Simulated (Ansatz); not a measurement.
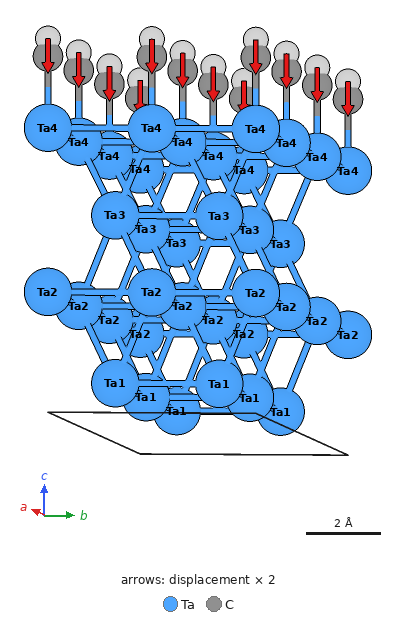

This is a constrained relaxation of a slab of composition Ta4C (cut from the Im-3m phase). The starting structure is drawn faded, the final one solid; red arrows show the displacements, magnified 2 times.

A ball-and-stick model of the 3 × 2 repeat of the cell, outlined in the plane, without the vacuum, seen from a free direction.

Case: C over the place (0/3, 0/3) of the surface cell, its height relaxed. The slab is the (1 1 0) face of Ta with C on it. 4 atoms are held fixed.

Computed with Ansatz, DFT PBEsol, scalar-relativistic, plane waves, PAW. Settings: plane-wave cutoff 420 eV; k-point mesh 11 × 11 × 1; occupations gaussian; smearing width 0.1 eV; no spin polarisation; dipole correction; atoms relaxed in a fixed cell; force threshold 0.02 eV/Å; at most 25 steps.

Which element moves most?

Answer. Carbon: up to 0.49 Å, against 0.00 Å for tantalum.

What happened in the run?

Answer. Over 4 accepted moves (5 points after the start) the energy falls by 0.976 eV per cell of the calculation. Largest force component: 2.6 eV/Å at the start, 0.0087 eV/Å at the end. The line search rejected the trial step at point 3 of the run. The atom that moves furthest is the C atom (0.49 Å along the normal (−c)). Ta stays in place. The lattice vectors keep their values. Near-neighbour distances that change, for instance: C–Ta 2.460 → 1.968 Å. The run took roughly 2.7 core-minutes on a shared host.

Limits of the set-up: the periodic images lie only 2.8 Å apart, so the values are limited by the cell's size.
